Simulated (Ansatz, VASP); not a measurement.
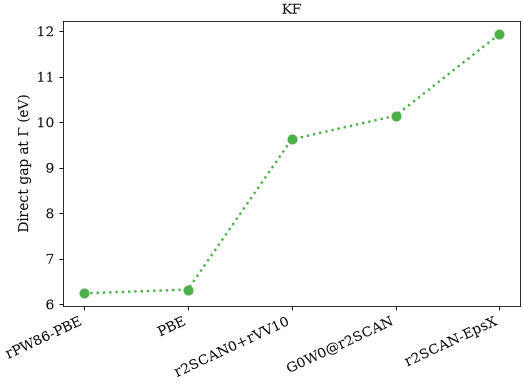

Direct gap at Γ, by several methods on one cell of CsCl-type KF, space group Pm-3m, 2 atoms in the cell; cubic a = 3.259 Å. All runs are without spin-orbit coupling and carry no moments. The smallest gap is indirect or lies off these points.

How do the methods rank at Γ?

From low to high: rPW86-PBE 6.24, PBE 6.32, r2SCAN0+rVV10 9.62, G0W0@r2SCAN 10.14, r2SCAN-EpsX 11.93 eV.

| method | program | Γ (eV) |
| --- | --- | --- |
| rPW86-PBE | Ansatz | 6.24 |
| PBE | Ansatz | 6.32 |
| r2SCAN0+rVV10 | VASP | 9.62 |
| G0W0@r2SCAN | VASP | 10.14 |
| r2SCAN-EpsX | VASP | 11.93 |

Settings. rPW86-PBE: Ansatz PAW accurate, 8×8×8 k mesh, 1300 eV cutoff, cold smearing of 0.1 eV (Ansatz). PBE: Ansatz PAW, 8×8×8 k mesh, 420 eV cutoff, Fermi-Dirac smearing of 0.05 eV (Ansatz 0.2.0). r2SCAN0+rVV10: VASP PAW PBE potentials, release 64 (K_sv, F), 4×4×4 k mesh, 520 eV cutoff, Gaussian smearing of 0.1 eV (VASP 6.6.1). G0W0@r2SCAN: r2SCAN, VASP PAW PBE potentials, release 64 (K_sv_GW, F_GW), 5×5×5 k mesh, 500 eV cutoff, Gaussian smearing of 0.01 eV (VASP), G0W0 with cutoff of the response function 100 eV, frequency points 64, empty bands 46 and GW iterations 1. r2SCAN-EpsX: a hybrid whose share of exact exchange is set to 1/ε∞, VASP PAW PBE potentials, release 64 (K_sv, F_s), 4×4×4 k mesh, 400 eV cutoff, Fermi-Dirac smearing of 0.1 eV (VASP 6.6.1).

These are five of the 20 methods that were run on this cell. The runs come from different programs and meshes, which adds differences of its own. The usual form of KF is rocksalt. r2SCAN0+rVV10, G0W0@r2SCAN and r2SCAN-EpsX: the PAW data sets were made with another functional. LDA, GGA and most meta-GGA functionals understate gaps. r2SCAN0+rVV10 and r2SCAN-EpsX: the k mesh is coarse, so the values aren't converged, least of all with exact exchange. rPW86-PBE: the potentials were made for another functional. G0W0@r2SCAN: bands, screening cutoff and mesh are small and nothing is extrapolated, so the quasiparticle values aren't converged. r2SCAN-EpsX: so large a share of exact exchange usually overstates gaps. Over all k points computed the smallest gap is 6.18 eV in rPW86-PBE, 6.27 eV in PBE, 9.57 eV in r2SCAN0+rVV10, 10.11 eV in G0W0@r2SCAN and 11.88 eV in r2SCAN-EpsX, from the valence top at M to the conduction bottom at Γ, and such a mesh can miss a smaller one. The GW values are at finite bands, cutoffs and mesh, short of the basis limit.
